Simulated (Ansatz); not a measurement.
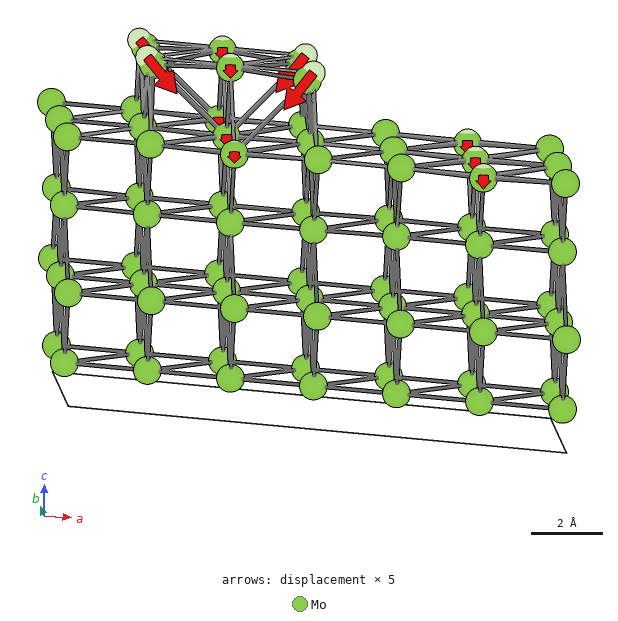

This is a constrained relaxation of a slab of composition Mo (cut from the Im-3m phase). The starting structure is drawn faded, the final one solid; red arrows show the displacements, magnified 5 times.

The picture is a ball-and-stick view of the 1 × 2 repeat of the cell, outlined in the plane, without the vacuum (origin shifted), seen from a free direction.

Case: stripe over 3 of 6 cells, two steps. 12 atoms are held fixed.

The calculation used DFT PBE, scalar-relativistic, plane waves, PAW (Ansatz).

Input file:
```yaml
crystal:
  lattice:
    - [16.4221350404, 0.0, 0.0]
    - [-1.8246816712, 2.5804895664, 0.0]
    - [0.0, 0.0, 20.9390780747]
  atoms:
    - { symbol: Mo, position: [0.0, 0.0, 0.0716363918] }
    - { symbol: Mo, position: [0.0, 0.5, 0.1783636082] }
    - { symbol: Mo, position: [0.1666666667, 1.0, 0.0716363918] }
    - { symbol: Mo, position: [0.1666666667, 0.5, 0.1783636082] }
    - { symbol: Mo, position: [0.3333333333, 1.0, 0.0716363918] }
    - { symbol: Mo, position: [0.3333333333, 0.5, 0.1783636082] }
    - { symbol: Mo, position: [0.5, 0.0, 0.0716363918] }
    - { symbol: Mo, position: [0.5, 0.5, 0.1783636082] }
    - { symbol: Mo, position: [0.6666666667, 1.0, 0.0716363918] }
    - { symbol: Mo, position: [0.6666666667, 0.5, 0.1783636082] }
    - { symbol: Mo, position: [0.8333333333, 1.0, 0.0716363918] }
    - { symbol: Mo, position: [0.8333333333, 0.5, 0.1783636082] }
    - { symbol: Mo, position: [0.0, 0.0, 0.2850908247] }
    - { symbol: Mo, position: [0.0, 0.5, 0.3918180412] }
    - { symbol: Mo, position: [0.1666666667, 0.0, 0.2850908247] }
    - { symbol: Mo, position: [0.1666666667, 0.5, 0.3918180412] }
    - { symbol: Mo, position: [0.3333333333, 0.0, 0.2850908247] }
    - { symbol: Mo, position: [0.3333333333, 0.5, 0.3918180412] }
    - { symbol: Mo, position: [0.5, 0.0, 0.2850908247] }
    - { symbol: Mo, position: [0.5, 0.5, 0.3918180412] }
    - { symbol: Mo, position: [0.6666666667, 0.0, 0.2850908247] }
    - { symbol: Mo, position: [0.6666666667, 0.5, 0.3918180412] }
    - { symbol: Mo, position: [0.8333333333, 0.0, 0.2850908247] }
    - { symbol: Mo, position: [0.8333333333, 0.5, 0.3918180412] }
    - { symbol: Mo, position: [0.0, 0.0, 0.4985452577] }
    - { symbol: Mo, position: [0.1666666667, 0.0, 0.4985452577] }
    - { symbol: Mo, position: [0.3333333333, 0.0, 0.4985452577] }
basis:
  ecutwfc: 420
kpoints:
  mp_grid: { grid: [3, 16, 1] }
hamiltonian:
  xc: pbe
scf:
  occupations: { method: gaussian, width: 0.1 }
output:
  forces: true
  eigenvalues: true
  populations: true
  write_density: true
  write_potential: true
  elf: true
  volumetric_format: npy
relax:
  adjacent_minimum: "off"
  f_tol: 0.02
  max_steps: 45
  constraints: [{ sites: [0, 1, 2, 3, 4, 5, 6, 7, 8, 9, 10, 11] }]
efield:
  axis: 3
  dipole_correction: true
  ramp_width: 0.04
```

Command:
```bash
ansatz run input.yaml --threads 4 --pin off --max-ram 11264MiB --backend cpu --events-out ev --progress --plain --runs-dir out
```

What did the optimiser do to the structure, and how much energy did it gain?

Answer. The energy falls by 0.653 eV per cell of the calculation in 5 geometry steps. Largest force component: 1.5 eV/Å at the start, 0.0062 eV/Å at the end. The largest moves, 0.27 Å, are those of Mo25 and Mo27. Mo25 goes at 39° to the normal (−c side). The cell stays as it was. Near-neighbour distances that change, for instance: Mo16–Mo25 3.160 → 2.935 Å, Mo14–Mo25 2.737 → 2.574 Å, Mo25–Mo26 2.737 → 2.602 Å, Mo21–Mo22 2.737 → 2.667 Å. Bond angles that change, for instance: Mo14–Mo25–Mo26 109.5° → 118.3°, Mo25–Mo26–Mo27 180.0° → 174.0°, Mo14–Mo25–Mo14 70.5° → 75.7°. The run took 9.6 min on 4 threads of Intel(R) Xeon(R) 6975P-C (Granite Rapids), with other jobs on the host, peak memory 5.8 GiB.
